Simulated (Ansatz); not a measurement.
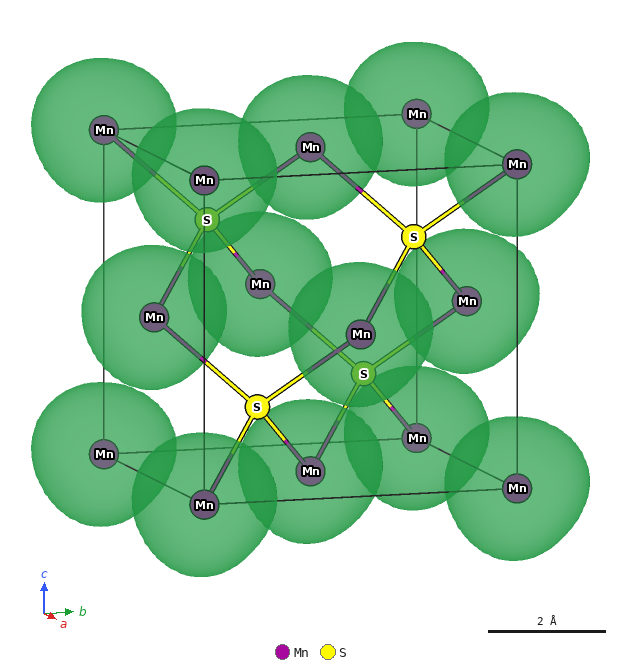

Figure. MnS. Isosurface of the spin density at +0.06 e/Å³ (green), seen slightly off an axis. Sticks mark near contacts.

Space group F-43m; the SCF solution may not be the lowest one; the program warned that another magnetic order may lie lower; spin-polarised.

These are results of DFT r2SCAN, scalar-relativistic, plane waves, PAW in Ansatz 0.2.0, not measurements.

```yaml
crystal:
  lattice:
    - [0.00000, -5.64671, 0.00000]
    - [5.64671, 0.00000, 0.00000]
    - [0.00000, 0.00000, 5.64671]
  atoms:
    - { symbol: Mn, position: [0.50000, 0.50000, 0.00000] }
    - { symbol: Mn, position: [0.00000, 0.00000, 0.00000] }
    - { symbol: Mn, position: [0.50000, 0.00000, 0.50000] }
    - { symbol: Mn, position: [0.00000, 0.50000, 0.50000] }
    - { symbol: S, position: [0.75000, 0.25000, 0.25000] }
    - { symbol: S, position: [0.25000, 0.75000, 0.25000] }
    - { symbol: S, position: [0.75000, 0.75000, 0.75000] }
    - { symbol: S, position: [0.25000, 0.25000, 0.75000] }
```

### Which atoms carry the moments, and with what signs?

The spin density sits on Mn: +4.3 μB (×4) in one cell of 8 atoms, with smaller moments on other sites: S (up to +0.10 μB): parallel main moments (a ferromagnetic arrangement) in this solution. The cell of the calculation (4 atoms) carries 10.0 μB of net spin moment.
